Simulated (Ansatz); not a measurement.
# Where P_Ga puts its levels in the gap of GaP (F-43m)

Wanted: the transition levels of a antisite in GaP (F-43m), from a cell of 250 host atoms with 1 Ga taken out and 1 P put in.

Method: place-levels on PBEsol runs: charge-transition levels and formation energies with image-charge correction and potential alignment at the atomic sites; PAW set soft_1, in Ansatz 0.2.0.

**1. Starting point**

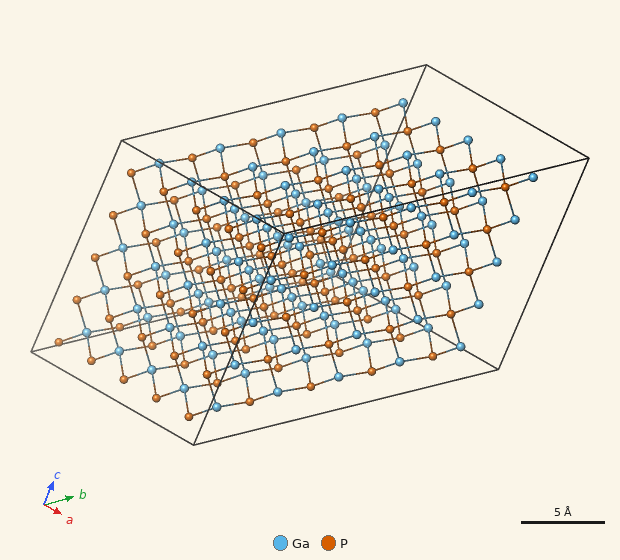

The starting structure, seen slightly off an axis (gallium blue, phosphorus orange).

The cell holds 250 atoms: 124 Ga and 126 P. Its edges and angles: a = 19.229 Å, b = 19.229 Å, c = 19.229 Å, α = 60.0°, β = 60.0°, γ = 60.0°. It derives from GaP (space group F-43m). Nearest the centre at fractional (0.400, 0.400, 0.600): P127 at 0.00 Å, P76 at 2.36 Å, P68 at 2.36 Å, P116 at 2.36 Å, P66 at 2.36 Å, Ga125 at 3.85 Å, Ga175 at 3.85 Å, Ga135 at 3.85 Å.

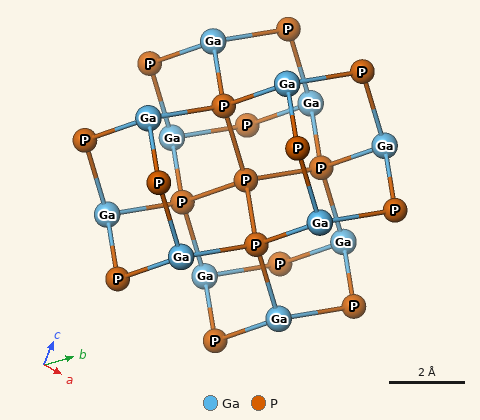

The atoms within 5 Å of the centre.

The host's dielectric constants go in as inputs: 10.63 for the electrons alone, 12.62 with the ions, computed on the host (DFPT, PBEsol).

The cell's shortest repeat is 19.2 Å.

**2. Charge states**

Levels follow from differences of total energies between charge states, each relaxed by itself.

Each atom starts 0.04 Å or so off its site in a random direction: a symmetric start keeps its symmetry, and would miss off-centre moves and Jahn–Teller distortions. Forces are taken at the zone centre alone. The cell holds 1 electron fewer than the neutral one, with a uniform background that keeps it neutral on the whole. The electron count is odd, so at least one spin is unpaired; this run locks the moment at 1 μB.

One of the inputs; charge, spin and start change from state to state.

The input, qp1_M1.relax/input.yaml:

```yaml
crystal:
  lattice:
    - [0.0, 2.71944326, 2.71944326]
    - [2.71944326, 0.0, 2.71944326]
    - [2.71944326, 2.71944326, 0.0]
  atoms:
    - { symbol: Ga, position: [0.0, 0.0, 0.0] }
    - { symbol: P, position: [0.75, 0.75, 0.75] }
  supercell: [5, 5, 5]
  defects: [{ substitution: { at: 126, symbol: P } }]
total_charge: 1
basis:
  ecutwfc: 420
  xc_grid: 2
hamiltonian:
  xc: pbesol
  pseudopotentials: { kind: paw, azcp: { folder: soft_1 }, xc_functional: pbe }
kpoints:
  mp_grid: { grid: [1, 1, 1] }
magnetization:
  spin_polarized: true
  initial_magnetization: 1
  spin_locking: { lock_magnetization: hard }
scf:
  occupations: { method: fixed }
  max_iter: 100
output:
  forces: true
  charged_corrections:
    epsilon: 10.63
    static_epsilon: 12.62
    defect_position: [0.4, 0.4, 0.6]
relax:
  f_tol: 0.02
  max_steps: 60
  random_displacement: { amplitude: 0.04, seed: 412 }
checkpoint:
  write: "../qp1_M1.relax.run"
  compress: false
  write_wavefunctions: true
  write_every: 100000
```

Run with:

```console
$ ansatz run input.yaml --threads 32 --pin off --max-ram 84787MiB --backend cuda --events-out ev --progress --plain --runs-dir out --max-vram 78GiB
```

The energy is taken again at one point at (¼, ¼, ¼), on the same structure.

The run of this state that the levels use, under PBEsol:

The input, qp1_M1.quarter/input.yaml:

```yaml
crystal:
  checkpoint: "../qp1_M1.relax.run"
  host: checkpoint
total_charge: 1
basis:
  ecutwfc: 420
  xc_grid: 2
hamiltonian:
  xc: pbesol
  pseudopotentials: { kind: paw, azcp: { folder: soft_1 }, xc_functional: pbe }
kpoints:
  mp_grid: { grid: [1, 1, 1], shift: [0.25, 0.25, 0.25] }
magnetization:
  spin_polarized: true
  initial_magnetization: 1
  spin_locking: { lock_magnetization: hard }
scf:
  occupations: { method: fixed }
  max_iter: 100
output:
  forces: true
  charged_corrections:
    epsilon: 10.63
    static_epsilon: 12.62
    defect_position: [0.4, 0.4, 0.6]
  eigenvalues: true
  eigenstates: { localisation: true }
  efg: {}
checkpoint:
  read: "../qp1_M1.relax.run"
  write: "../qp1_M1.quarter.run"
  compress: false
  write_wavefunctions: false
  write_every: 100000
```

Relaxations under PBEsol at the zone centre alone; times on 1 × NVIDIA GB200 with 32 threads of Arm Neoverse V2, shared host:

```tsv
charge	moment (μB)	occupations	outcome	steps	largest displacement against the far atoms (Å)	time
+1	1	fixed	converged	4	0.04	18 s
+2	0	fixed	converged	5	0.11	13 s
```

Single points under PBEsol at one point at (¼, ¼, ¼); times on 1 × NVIDIA GB200 with 32 threads of Arm Neoverse V2, shared host:

```tsv
charge	moment (μB)	occupations	outcome	time
+1	1	fixed	converged	32 s
+2	0	fixed	converged	14 s
```

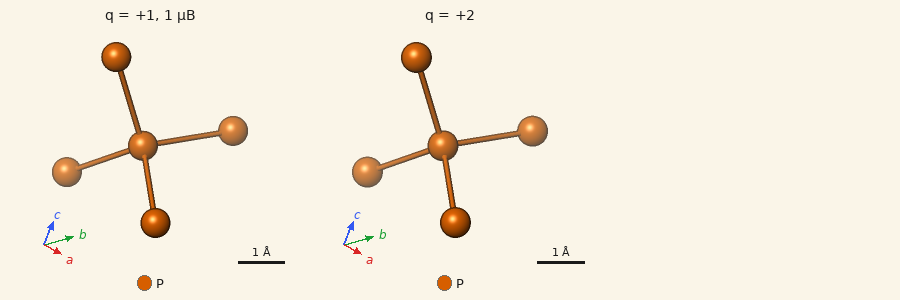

The structures near the centre after relaxation with PBEsol, by charge.

Distances (Å) from P127 to the nearest atoms after relaxation with PBEsol:

```tsv
charge	moment (μB)	1.	2.	3.	4.	5.	6.
+1	1	P 2.32	P 2.32	P 2.32	P 2.32	Ga 3.85	Ga 3.85
+2	0	P 2.24	P 2.24	P 2.24	P 2.24	Ga 3.86	Ga 3.86
```

**3. place-levels, PBEsol, the zone centre alone**

qp1_M1.gamma/input.yaml, as its differences from qp1_M1.quarter/input.yaml of step 2:

```diff
@@ -11,3 +11,3 @@
 kpoints:
-  mp_grid: { grid: [1, 1, 1], shift: [0.25, 0.25, 0.25] }
+  mp_grid: { grid: [1, 1, 1] }
 magnetization:
@@ -26,7 +26,5 @@
   eigenvalues: true
-  eigenstates: { localisation: true }
-  efg: {}
 checkpoint:
   read: "../qp1_M1.relax.run"
-  write: "../qp1_M1.quarter.run"
+  write: "../qp1_M1.gamma.run"
   compress: false
```

The job ended after 5 s (1 × NVIDIA GB200 with 32 threads of Arm Neoverse V2, shared host; peak memory 4.7 GiB; 17 s of CPU time).

The input, levels.gamma.yaml:

```yaml
host:
  run: host.gamma.run
states: [qp1_M1.gamma.run, qp2.gamma.run]
geometry_from:
  qp1_M1.gamma.run: qp1_M1.relax.run
  qp2.gamma.run: qp2.relax.run
chemical_potentials:
  Ga:
    energy: -3743.205341
    dataset: <sha256 of the dataset>
  P:
    energy: -740.035429
    dataset: "<sha256 of the dataset>"
```

Run with:

```console
$ ansatz place-levels levels.gamma.yaml -- --threads 32 --pin off --max-ram 84787MiB --backend cuda --max-vram 78GiB
```

Numbers of over 12 decimals in the logs are rounded to 6 here.

The program printed:

```text
(+2/+1) 0.391 eV above the valence edge, 1.050 eV under the conduction edge
formation energy of charge +2: +1.428 eV with the Fermi level at the valence edge
formation energy of charge +1: +1.819 eV with the Fermi level at the valence edge
  edges by pbesol, gap 1.441 eV; the host is sampled to repeats of 19.23 Å
[... the lines on each state left out ...]
```

Run time: 0.35 s. Hardware: 32 threads.

Under PBEsol the gap is 1.44 eV, (+2/+1) 0.39 eV.

**4. Levels against the band edges, PBEsol, one point at (¼, ¼, ¼)**

A charged cell interacts with its images and the background, and its potential has another zero than the host's. place-levels removes the first by a point-charge model, screened by the static dielectric constant since the ions have relaxed around the charge, and the second by comparing potentials at atoms far from the defect.

The host is a run of the defect-free crystal in the same cutoffs, grids and k-points, so that basis and sampling errors cancel in part in the differences. The host is run in a cell of 2 atoms on a matching mesh. Its band edges are searched through the zone by a band path, so the gap is smaller than, or equal to, that on the mesh. Chemical potentials are energies per atom of Ga (alpha-Ga (Cmce)) and P (black phosphorus), run with the same functional and cutoff.

The input, levels.quarter.yaml:

```yaml
host:
  run: host.quarter.run
states: [qp1_M1.quarter.run, qp2.quarter.run]
geometry_from:
  qp1_M1.quarter.run: qp1_M1.relax.run
  qp2.quarter.run: qp2.relax.run
chemical_potentials:
  Ga:
    energy: -3743.205341
    dataset: <sha256 of the dataset>
  P:
    energy: -740.035429
    dataset: "<sha256 of the dataset>"
```

Run with:

```console
$ ansatz place-levels levels.quarter.yaml -- --threads 32 --pin off --max-ram 84787MiB --backend cuda --max-vram 78GiB
```

The program printed:

```text
(+2/+1) 0.484 eV above the valence edge, 0.964 eV under the conduction edge
formation energy of charge +2: +1.386 eV with the Fermi level at the valence edge
formation energy of charge +1: +1.870 eV with the Fermi level at the valence edge
  edges by pbesol, gap 1.448 eV; the host is sampled to repeats of 19.23 Å
  the defect's cells are sampled to repeats of 19.23 Å, like sampling
  charge +2: -557514.2952 eV with its correction of +0.369 eV, at epsilon 12.62, aligned at sites: -0.0076 eV, mean over 83 atomic sites at or beyond 9.61 Å from the defect at [0.4000, 0.4000, 0.6000], with +0.000000 for the charge's moments and without [...]
[...]
of states[1] (qp2.quarter.run): how wide its charge is, is not read beside other atoms or cores, and a band state would take no correction. [...]
  of states[0] (qp1_M1.quarter.run): how wide its charge is, is not read beside other atoms or cores, and a band state would take no correction. [...]
```

The job ended after 0.36 s (32 threads).

Under PBEsol the gap is 1.45 eV, (+2/+1) 0.48 eV; the stage before (PBEsol, at other k-points) gave a gap of 1.44 eV and levels within 0.09 eV of these.

Levels between the charges placed, in eV above the valence top:

```tsv
	gap (eV)	(+2/+1)
PBEsol	1.45	0.48
```

Corrections by state:

```tsv
charge	moment (μB)	image terms and alignment (eV)	band filling (eV)	ε used	over the lowest of its charge, as the program ranks them, band filling apart (eV)
+2	0.0	0.369	-	12.62	0.000
+1	1.0	0.094	-	12.62	0.000
```

From the program's caveats on the states, each cut to its opening words:

- charge +2, +1 (1 μB): how wide its charge is, is not read beside other atoms or cores, and a band state would take no correction

The host's formation energy from the elements is -0.398 eV per atom; it sets how far the chemical potentials can move.

Limit set by the element alone; other compounds of these elements are not counted. Chemical potentials from the elements' reference states: Ga 0.00 eV, P -0.80 eV. Formation energies (Ga-rich), with the Fermi level at the valence top and at the conduction bottom (gap 1.45 eV):

```tsv
charge	at valence top (eV)	at conduction bottom (eV)	correction included (eV)
+2	2.18	5.08	0.37
+1	2.67	4.11	0.09
```

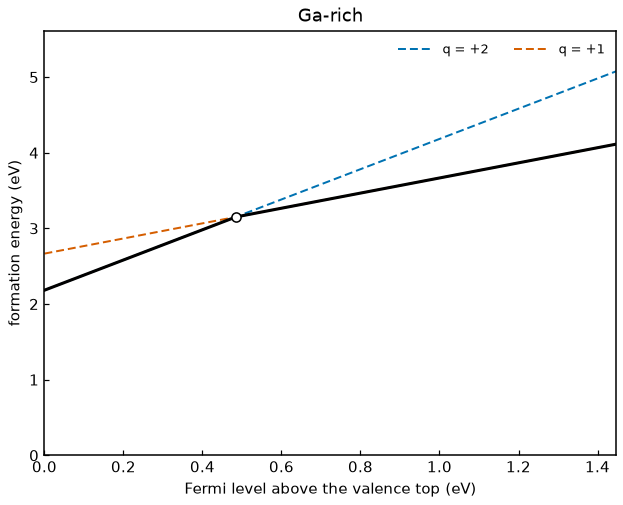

Formation energy against Fermi level; the thick line follows the lowest charge state and circles mark the transition levels.

Limit set by the element alone; other compounds of these elements are not counted. Chemical potentials from the elements' reference states: P 0.00 eV, Ga -0.80 eV. Formation energies (P-rich), with the Fermi level at the valence top and at the conduction bottom (gap 1.45 eV):

```tsv
charge	at valence top (eV)	at conduction bottom (eV)	correction included (eV)
+2	0.59	3.48	0.37
+1	1.07	2.52	0.09
```

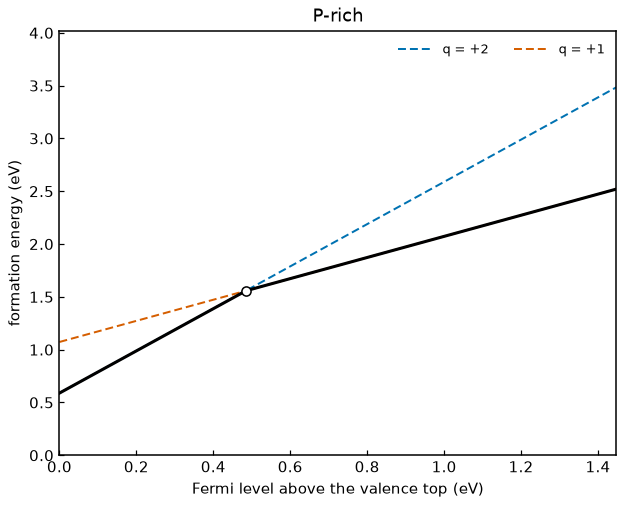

Formation energy against Fermi level; the thick line follows the lowest charge state and circles mark the transition levels.

Charge transition levels, in eV, zero at the valence-band top of the host:

```tsv
	conduction bottom	valence top
P_Ga	1.45	0.00
```

```tsv
	level	energy (eV)
P_Ga	(+2/+1)	0.48
```

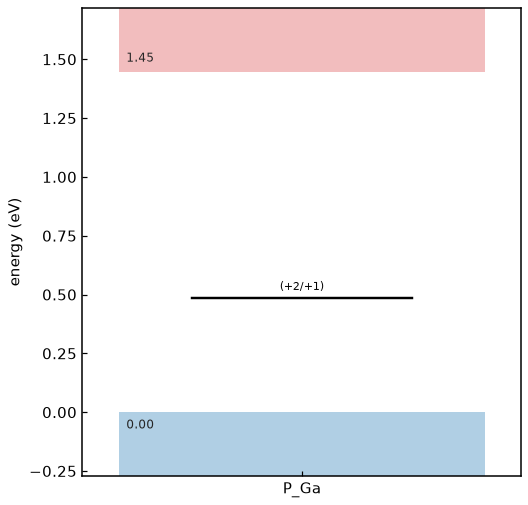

Charge transition levels. Shaded: valence and conduction bands.

**5. Cost and result**

Levels between neighbouring charges, in eV above each run's own valence top:

```tsv
	gap (eV)	(+2/+1)	GPU time a state at this stage (restarts are quicker than cold starts)
PBEsol, zone centre alone	1.44	0.39	4.1 s
PBEsol, (¼, ¼, ¼)	1.45	0.48	23 s
```

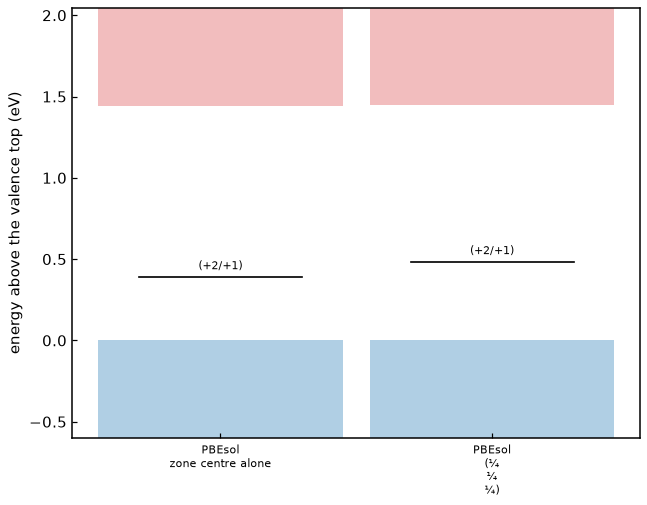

Levels between stable charges at each rung, each against its own band edges (shaded).

**6. Outcome**

- gap of the host: 1.45 eV (PBEsol)
- level (plus 2/plus 1): 0.48 eV above the valence top
- lowest of the charges placed, just above the valence top (0.02 eV): +2
- lowest of the charges placed, just below the conduction bottom (0.02 eV): +1
- lowest formation energy at mid-gap of the charges run, Ga-rich: 3.39 eV
- lowest formation energy at mid-gap of the charges run, P-rich: 1.80 eV

Of the charges placed (+1 and +2), the lowest changes at 0.48 eV (+2/+1) above the valence top, in a gap of 1.45 eV. Charges above +2 and below +1 were not placed, so these runs say nothing of levels that involve them. States placed: +2 at 0 μB; +1 at 1 μB. Other spin states or structures, where not listed, weren't placed. Under PBEsol, the change of sampling (the zone centre alone against one point at (¼, ¼, ¼)) moves a level by 0.09 eV, which is the scale of doubt on levels at the coarser sampling. Charge +2 ran without spin polarisation alone, with filled and empty levels under 1 eV apart; a triplet, if lower, would move its levels. Limits: one k-point off the zone centre stands for the whole zone; PBEsol makes the gap too small and tends to spread out bound carriers; force components of up to 0.13 eV/Å remain in a run at the final settings.

[Logs are printed without paths, hosts, clocks, repeated set-up lines and the standing remarks that a program may print on its own settings, such as how far it seeks lower states.]

[Hosts, paths, dates, database ids (printed as entryN), source tags and the programs' standing remarks are cut or masked in the printed files.]

[Where a table of states has a column of steps, it counts the stored structures, which are thinned; the runs took as many ionic steps or more.]

[A defect's name tells the site on which it was built; relaxed atoms can leave that site.]

[For some hosts the program warned that the k-mesh of the response run may be too coarse for force constants and the static dielectric constant; such warnings are not shown here.]
